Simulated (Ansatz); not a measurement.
Start from this file.

```yaml
crystal:
  lattice:
    - [4.59681, 0.00000, 0.00000]
    - [0.00000, 4.59681, 0.00000]
    - [0.00000, 0.00000, 2.95352]
  atoms:
    - { symbol: Ti, position: [0.00000, 0.00000, 0.00000] }
    - { symbol: Ti, position: [0.50000, 0.50000, 0.50000] }
    - { symbol: O, position: [0.19541, 0.19541, 0.50000] }
    - { symbol: O, position: [0.30459, 0.69541, 0.00000] }
    - { symbol: O, position: [0.69541, 0.30459, 0.00000] }
    - { symbol: O, position: [0.80459, 0.80459, 0.50000] }
```

Q: What would you see if this were drawn?

A: Formula: TiO2. Its lattice is primitive tetragonal, its space group P4_2/mnm (No. 136). The arrangement is known as rutile. Counting shared atoms by their share gives 2 Ti, 4 O, or 6 atoms. The neighbours of Ti are six O in a distorted octahedral arrangement at 1.95 to 1.98 Å. The neighbours of O are three Ti at 1.95 to 1.98 Å. Not all metal-metal contacts are counted. The bonds build a three-dimensional framework.

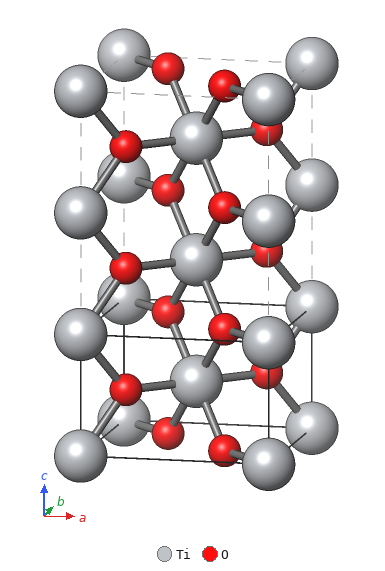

The crystal in a ball-and-stick representation, seen slightly off an axis. The picture spans 1×1×3 cells, one conventional unit cell being drawn with solid lines. Colours: titanium light grey, oxygen red.

The cell started as a structure listed in the Materials Project. Earlier steps of the study, as a rule a relaxation of our own, may have changed the cell and positions, so they can lie some per cent off the listed ones. It was run through Ansatz as a DFT input.
